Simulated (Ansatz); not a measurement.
Geometry relaxation of ZnSe (part 3 of 3)

The same run, continued: ZnSe (P1, 32 atoms in the cell); DFT PBE, scalar-relativistic, plane waves, PAW, no spin polarisation (Ansatz 0.2.0); cutoff 420 eV, 2×2×2 k-mesh, Gaussian smearing of 0.02 eV. The structure derives from a Materials Project entry. It belongs to a series of runs on one base structure; here: the perfect supercell shaken and relaxed.

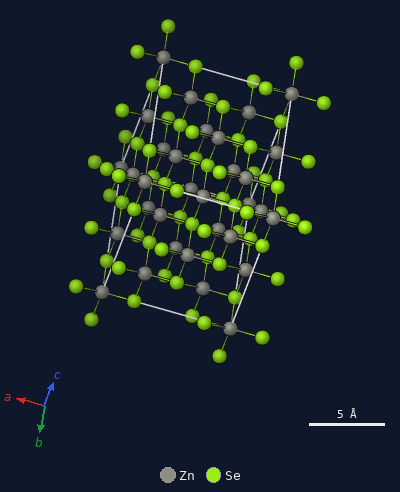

Fig. 1: The geometry at step 3 of the log (ball-and-stick view of the cell of the calculation, seen at an oblique angle; bonded neighbours outside the cell are drawn too).

### Output, continued
```
--- Relaxed structure (4 steps of the walk, 4 accepted, 0 SCFs on fresh bases) ---
  F+E_penalty+E_count = -140632.61389611 eV   max|allowed force component| = 5.236e-3 eV/Å
  atoms:
    - { symbol: Zn, position: [0.7502969909764852, 0.7503146077879861, 0.5000361921335983] }
    - { symbol: Zn, position: [0.4999030265825247, 0.0001802564565042788, 0.499747396660161] }
    - { symbol: Zn, position: [0.49987448466554885, 0.7497128276280391, 0.7495641462895529] }
    - { symbol: Zn, position: [0.2502076888695227, 0.2500405949459221, 0.4997513601988682] }
    - { symbol: Zn, position: [0.2501105588028485, -0.00018945475433923553, 0.7499836382203389] }
    - { symbol: Zn, position: [0.24971186075991186, 0.750050549669109, -8.047459127952239e-5] }
    - { symbol: Zn, position: [-0.00026923892264316026, 0.5000151913408997, 0.49989017307616257] }
    - { symbol: Zn, position: [-0.00013673081093490413, 0.25004937672519045, 0.7495233184722682] }
    - { symbol: Zn, position: [-0.0001906886550210692, 0.0003872288080416349, -0.00016756833047921755] }
    - { symbol: Zn, position: [0.0002183307876339191, 0.7499316680624145, 0.24980598930685496] }
    - { symbol: Zn, position: [0.749983375740165, 0.499990257633369, 0.7499105639992731] }
    - { symbol: Zn, position: [0.7498580117032456, 0.24981549983460033, -0.00017078252271421346] }
    - { symbol: Zn, position: [0.7500279435424226, -0.00018016058326691953, 0.24996481328413972] }
    - { symbol: Zn, position: [0.4997346232914645, 0.50023771628472, 2.2238293533437438e-5] }
    - { symbol: Zn, position: [0.4999673722530671, 0.2499729370655197, 0.2496038703381506] }
    - { symbol: Zn, position: [0.2500946083673832, 0.5003145686671824, 0.25015525150954115] }
    - { symbol: Se, position: [0.0001815401043885334, 0.0002470392877283456, 0.7499235401426634] }
    - { symbol: Se, position: [0.7499439872521083, 0.24999511783094253, 0.7498757499797513] }
    - { symbol: Se, position: [0.74971372972775, -0.00016971757740297244, -0.00020284442562573668] }
    - { symbol: Se, position: [0.4999664814153683, 0.4999442199065991, 0.7499527746987569] }
    - { symbol: Se, position: [0.4999396509706409, 0.2501268318227674, -0.0002245405407374501] }
    - { symbol: Se, position: [0.4999756148743205, 1.7938361382807688e-5, 0.24975276027587184] }
    - { symbol: Se, position: [0.24994396512367467, 0.7498275185733415, 0.7498719150172337] }
    - { symbol: Se, position: [0.24973045305013125, 0.500059586851886, -0.00010201446273633286] }
    - { symbol: Se, position: [0.2500456534009762, 0.2501649742608004, 0.2498007963661929] }
    - { symbol: Se, position: [0.24999698939707182, 1.9903953273253672e-5, 0.49993430064753247] }
    - { symbol: Se, position: [-0.00017410703051384813, 0.7502561992066259, -0.00016705321383736482] }
    - { symbol: Se, position: [-0.0001269248312458504, 0.4998952447929321, 0.24986869323841554] }
    - { symbol: Se, position: [7.511279629242307e-5, 0.25001544387764385, 0.49969456321905215] }
    - { symbol: Se, position: [0.7501429558198683, 0.7499458633298944, 0.24988905849276624] }
    - { symbol: Se, position: [0.7498201673726799, 0.5000596910295793, 0.49985503619259153] }
    - { symbol: Se, position: [0.5001713605028636, 0.7502492016201134, 0.49991915703413886] }
```

### Trajectory as extended XYZ (Å, eV, eV/Å), 4 frames, from step=1 to step=4
```
32
Lattice="-5.7318 5.7318 -5.7318 -5.7318 -5.7318 5.7318 5.7318 5.7318 5.7318" Properties=species:S:1:pos:R:3:forces:R:3 step=1 energy=-140632.00997
Zn   -5.7773    2.8600    2.9008    0.0969  -0.1127  -0.4304
Zn    0.0189    5.7338   -0.0589   -0.1538  -0.1145   0.1278
Zn   -2.8386    2.8626    5.6687   -0.1485  -0.0766   0.5614
Zn   -0.0399    2.8897    2.8196    0.5601  -0.3152   0.0637
Zn    2.8897    5.7723    2.8813   -0.2943  -0.2820  -0.1817
Zn   -5.7046   -2.8792    2.8821   -0.5976  -0.0494  -0.2824
Zn    0.0291   -0.0203    5.7498   -0.0573   0.1532  -0.1075
Zn    2.8748    2.8820    5.7205   -0.1794   0.1586  -0.0657
Zn    0.0151   -0.0837    0.0539    0.0012   0.3888  -0.2642
Zn   -2.8368   -2.8185    5.6934   -0.2704  -0.3480   0.3042
Zn   -2.8004    5.7218    2.8808   -0.2848   0.1676  -0.0925
Zn   -5.6659    2.8605   -2.8027   -0.5567  -0.1000  -0.2113
Zn   -2.8792    5.7506   -2.8941   -0.4343  -0.1873   0.3189
Zn   -5.7174    0.0230    0.0312   -0.1484  -0.3041  -0.0328
Zn   -2.8712    2.8556    0.0053    0.1241   0.3612   0.1874
Zn   -2.8861    0.0296    2.9643    0.0676  -0.0222  -0.6123
Se    4.3018    4.3194    4.2269   -0.1026  -0.0145   0.7116
Se   -1.4773    7.1708    1.3831    0.6520  -0.0345   0.3312
Se   -4.2938    4.2637   -4.2464    0.1156  -0.0414  -0.4382
Se   -1.4542    4.1892    4.2362    0.2991   0.9981   0.5026
Se   -4.2574    1.4278   -1.4150   -0.3490  -0.1390   0.1575
Se   -1.4912    4.3149   -1.5289    0.3730  -0.2714   0.6353
Se   -1.5041    1.3612    7.1333    0.5457   0.6353  -0.0534
Se   -4.3238   -1.4489    1.4925    0.3152   0.3054  -0.4320
Se   -1.4059    1.4546    1.4507   -0.3359  -0.4915  -0.2780
Se    1.4396    4.2828    1.4535   -0.0440   0.2956  -0.2127
Se   -4.2952   -4.2414    4.2410    0.2014  -0.6991   0.6551
Se   -1.4715   -1.4049    4.3093    0.6363  -0.1494  -0.0886
Se    1.4553    1.4294    4.2939   -0.3476   0.1463  -0.0053
Se   -7.2355    1.3580    1.4806    0.5800   0.7867  -0.7346
Se   -4.3287    4.3305    1.4837    0.1952  -0.4186  -0.1962
Se   -4.2772    1.4918    4.2779   -0.4588  -0.2254   0.1632
32
Lattice="-5.7318 5.7318 -5.7318 -5.7318 -5.7318 5.7318 5.7318 5.7318 5.7318" Properties=species:S:1:pos:R:3:forces:R:3 step=2 energy=-140632.54724
Zn   -5.7718    2.8711    2.8884    0.0355  -0.0385  -0.1581
Zn   -0.0033    5.7170   -0.0111   -0.0309  -0.0375   0.0124
Zn   -2.8410    2.8685    5.6849   -0.1178  -0.0139   0.1809
Zn   -0.0586    2.8874    2.8346    0.1899  -0.1335   0.0803
Zn    2.8951    5.7743    2.8554   -0.1571  -0.1281  -0.0204
Zn   -5.6767   -2.8840    2.9002   -0.2270   0.0359  -0.1240
Zn    0.0239   -0.0026    5.7459   -0.0882   0.0587  -0.0755
Zn    2.8704    2.8236    5.7413   -0.0746   0.0625  -0.0692
Zn   -0.0120   -0.0392    0.0263   -0.0401   0.1015  -0.1001
Zn   -2.8738   -2.8205    5.7054   -0.0963  -0.1244   0.1362
Zn   -2.8524    5.7245    2.8616   -0.1382   0.0011  -0.0292
Zn   -5.6853    2.8748   -2.8753   -0.1484   0.0000  -0.0198
Zn   -2.8402    5.7616   -2.8840   -0.1827  -0.1122   0.1236
Zn   -5.7168    0.0062    0.0357   -0.0565  -0.0744  -0.0540
Zn   -2.8748    2.8463   -0.0092    0.0190   0.0681  -0.0073
Zn   -2.8828   -0.0040    2.9239    0.0357  -0.0202  -0.2457
Se    4.2702    4.3000    4.2928    0.0312   0.0038   0.1277
Se   -1.4179    7.1558    1.4394    0.0118   0.0333  -0.0026
Se   -4.2823    4.3084   -4.3088    0.0902  -0.1285   0.0096
Se   -1.4283    4.3034    4.2970    0.0430   0.1284   0.0372
Se   -4.3124    1.4209   -1.4352    0.0737   0.0103   0.0321
Se   -1.4442    4.2908   -1.4580    0.0577  -0.0149   0.1125
Se   -1.4325    1.4469    7.1569    0.1468   0.0495  -0.0208
Se   -4.2939   -1.4515    1.4388    0.0926   0.0756   0.0417
Se   -1.4474    1.4204    1.4325   -0.0944  -0.0714   0.0107
Se    1.4153    4.3050    1.4541    0.1441   0.0596  -0.1290
Se   -4.3025   -4.3172    4.3193    0.0907  -0.0863   0.0204
Se   -1.4250   -1.4376    4.2981    0.1150   0.0522  -0.0249
Se    1.4163    1.4363    4.2770   -0.0015   0.0219   0.0130
Se   -7.1931    1.4299    1.4179    0.1902   0.2186  -0.0545
Se   -4.3179    4.2786    1.4269    0.1385   0.0183   0.1362
Se   -4.3132    1.4437    4.2956   -0.0517  -0.0154   0.0610
32
Lattice="-5.7318 5.7318 -5.7318 -5.7318 -5.7318 5.7318 5.7318 5.7318 5.7318" Properties=species:S:1:pos:R:3:forces:R:3 step=3 energy=-140632.61390
Zn   -5.7351    2.8660    2.8662    0.0043  -0.0017  -0.0012
Zn   -0.0019    5.7287    0.0001    0.0009   0.0033  -0.0012
Zn   -2.8660    2.8643    5.7283    0.0002   0.0004   0.0053
Zn   -0.0028    2.8654    2.8635    0.0046  -0.0014   0.0027
Zn    2.8662    5.7334    2.8641   -0.0025  -0.0047   0.0018
Zn   -5.7309   -2.8683    2.8674   -0.0032   0.0010  -0.0024
Zn    0.0008   -0.0023    5.7328   -0.0014   0.0016  -0.0027
Zn    2.8636    2.8621    5.7301    0.0015   0.0047   0.0026
Zn   -0.0021   -0.0043    0.0024    0.0013   0.0043  -0.0038
Zn   -2.8679   -2.8653    5.7290    0.0020  -0.0030   0.0038
Zn   -2.8662    5.7312    2.8654   -0.0004  -0.0006   0.0010
Zn   -5.7309    2.8651   -2.8671   -0.0030  -0.0016   0.0018
Zn   -2.8652    5.7328   -2.8673   -0.0026  -0.0039   0.0014
Zn   -5.7315   -0.0028    0.0030   -0.0008   0.0022  -0.0046
Zn   -2.8678    2.8636   -0.0022    0.0018   0.0023   0.0040
Zn   -2.8673   -0.0004    2.8680    0.0011  -0.0015  -0.0039
Se    4.2959    4.2980    4.2988    0.0018   0.0001   0.0002
Se   -1.4333    7.1637    1.4325   -0.0027   0.0005  -0.0010
Se   -4.2974    4.2970   -4.2993   -0.0015  -0.0001   0.0003
Se   -1.4327    4.2987    4.2984   -0.0015  -0.0014  -0.0003
Se   -4.3005    1.4306   -1.4332   -0.0009   0.0003  -0.0012
Se   -1.4343    4.2972   -1.4341    0.0005   0.0009   0.0014
Se   -1.4324    1.4329    7.1633   -0.0012  -0.0010   0.0001
Se   -4.2982   -1.4354    1.4342   -0.0008   0.0001  -0.0007
Se   -1.4353    1.4311    1.4325    0.0014   0.0017  -0.0008
Se    1.4325    4.2983    1.4327    0.0010  -0.0017  -0.0011
Se   -4.3002   -4.3022    4.3003   -0.0011   0.0017  -0.0024
Se   -1.4324   -1.4338    4.2982   -0.0021   0.0000  -0.0002
Se    1.4307    1.4315    4.2967    0.0006  -0.0013   0.0017
Se   -7.1658    1.4334    1.4312    0.0016  -0.0013   0.0010
Se   -4.2990    4.2966    1.4335    0.0010   0.0015  -0.0009
Se   -4.3017    1.4320    4.2988    0.0002  -0.0014  -0.0007
32
Lattice="-5.7318 5.7318 -5.7318 -5.7318 -5.7318 5.7318 5.7318 5.7318 5.7318" Properties=species:S:1:pos:R:3:forces:R:3 step=4 energy=-140632.61390
Zn   -5.7351    2.8660    2.8662    0.0043  -0.0017  -0.0012
Zn   -0.0019    5.7287    0.0001    0.0008   0.0033  -0.0012
Zn   -2.8660    2.8643    5.7283    0.0002   0.0004   0.0052
Zn   -0.0028    2.8654    2.8635    0.0046  -0.0013   0.0026
Zn    2.8662    5.7334    2.8641   -0.0025  -0.0047   0.0018
Zn   -5.7309   -2.8683    2.8674   -0.0031   0.0010  -0.0024
Zn    0.0008   -0.0023    5.7328   -0.0014   0.0016  -0.0027
Zn    2.8636    2.8621    5.7301    0.0015   0.0046   0.0025
Zn   -0.0021   -0.0043    0.0024    0.0013   0.0043  -0.0038
Zn   -2.8679   -2.8653    5.7290    0.0020  -0.0030   0.0038
Zn   -2.8662    5.7312    2.8654   -0.0004  -0.0006   0.0010
Zn   -5.7309    2.8651   -2.8671   -0.0030  -0.0016   0.0018
Zn   -2.8652    5.7328   -2.8673   -0.0026  -0.0039   0.0014
Zn   -5.7315   -0.0028    0.0030   -0.0008   0.0022  -0.0046
Zn   -2.8678    2.8636   -0.0022    0.0018   0.0023   0.0040
Zn   -2.8673   -0.0004    2.8680    0.0011  -0.0015  -0.0038
Se    4.2959    4.2980    4.2988    0.0018   0.0001   0.0002
Se   -1.4333    7.1637    1.4325   -0.0027   0.0005  -0.0010
Se   -4.2974    4.2970   -4.2993   -0.0015  -0.0001   0.0003
Se   -1.4327    4.2987    4.2984   -0.0015  -0.0014  -0.0004
Se   -4.3005    1.4306   -1.4332   -0.0009   0.0003  -0.0012
Se   -1.4343    4.2972   -1.4341    0.0005   0.0009   0.0014
Se   -1.4324    1.4329    7.1633   -0.0012  -0.0010   0.0001
Se   -4.2982   -1.4354    1.4342   -0.0008   0.0000  -0.0007
Se   -1.4353    1.4311    1.4325    0.0014   0.0017  -0.0007
Se    1.4325    4.2983    1.4327    0.0010  -0.0017  -0.0011
Se   -4.3002   -4.3022    4.3003   -0.0012   0.0018  -0.0024
Se   -1.4324   -1.4338    4.2982   -0.0022   0.0000  -0.0002
Se    1.4307    1.4315    4.2967    0.0006  -0.0013   0.0017
Se   -7.1658    1.4334    1.4312    0.0016  -0.0013   0.0010
Se   -4.2990    4.2966    1.4335    0.0010   0.0015  -0.0009
Se   -4.3017    1.4320    4.2988    0.0002  -0.0014  -0.0007
```
